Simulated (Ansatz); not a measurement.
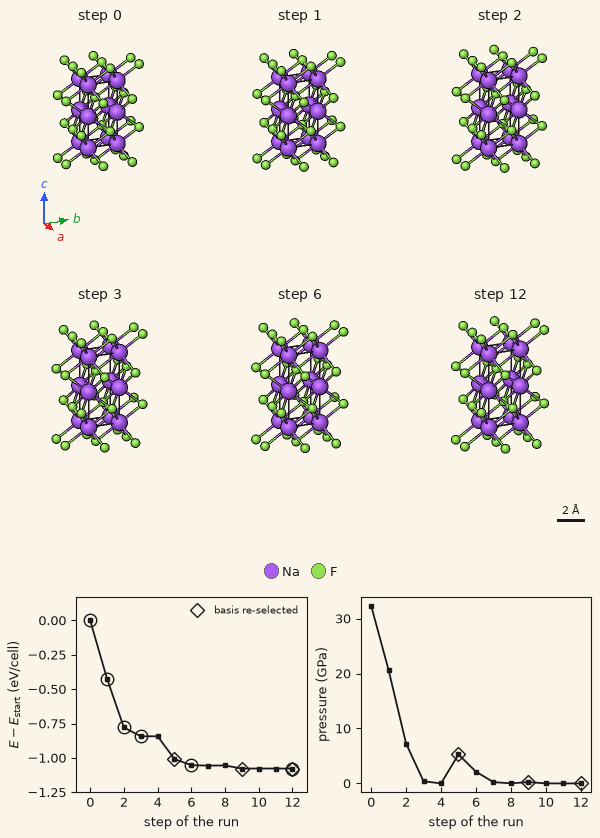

Frames of a relaxation of solid NaF (built on the NiAs type), marked on the history of the run. Style: ball-and-stick. Shown: the cell of the calculation, slightly off an axis.

Computed with DFT, PBEsol, plane waves, PAW (Ansatz 0.2.0). (plane-wave cutoff 420 eV; k-point mesh 9 × 9 × 4; occupations fermi dirac; smearing width 0.03 eV; no spin polarisation; cell and atoms relaxed; force threshold 0.01 eV/Å; at most 120 steps)

Q: Describe the path.

A: After 9 accepted moves (12 points after the start) the energy has fallen by 1.078 eV per cell of the calculation. All forces vanish by symmetry, so only the cell relaxes. Pressure: 32.35 GPa at the start and 0.01 GPa at the end. At 3 points the geometry stayed and the basis and grid were re-selected for the new cell (energy shift of 0.165 eV per cell of the calculation at most each time). The atoms keep their places relative to the cell (all moves are under 0.005 Å). The drawn cell changes as follows: a = b 2.950 → 3.202 Å (+8.5 %), c 4.809 → 5.613 Å (+16.7 %); the volume changes by +37.4 %. Among the contacts that change: Na–Na 2.404 → 2.806 Å, Na–Na 2.950 → 3.202 Å, F–Na 2.085 → 2.321 Å. Bond angles that change, for instance: Na–F–Na 70.4° → 74.4°, F–Na–F 89.9° → 92.8°, Na–F–Na 90.1° → 87.2°. The space group stays P6_3/mmc (No. 194). From step 0 to 1: volume +7.3 %, energy −0.424 eV per cell of the calculation. From step 1 to 2: volume +10.4 %, energy −0.354 eV per cell of the calculation. From step 2 to 3: volume +5.8 %, energy −64.2 meV per cell of the calculation. From step 3 to 6: volume +5.1 %, energy −0.210 eV per cell of the calculation. From step 6 to 12: volume +4.3 %, energy −24.9 meV per cell of the calculation.

```csv
step,"E − E(0), meV/atom","pressure, GPa","volume, Å³/atom",note
0,0.00,32.35,9.062,
1,-106.10,20.62,9.721,
2,-194.67,7.26,10.734,
3,-210.71,0.40,11.361,
4,-210.63,0.00,11.405,
5,-252.01,5.27,11.405,"same geometry, new basis"
6,-263.23,2.14,11.946,
7,-263.99,0.24,12.345,
8,-263.68,0.02,12.397,
9,-269.40,0.24,12.397,"same geometry, new basis"
10,-269.27,0.01,12.454,
11,-269.27,0.00,12.456,
12,-269.46,0.01,12.456,"same geometry, new basis"
```
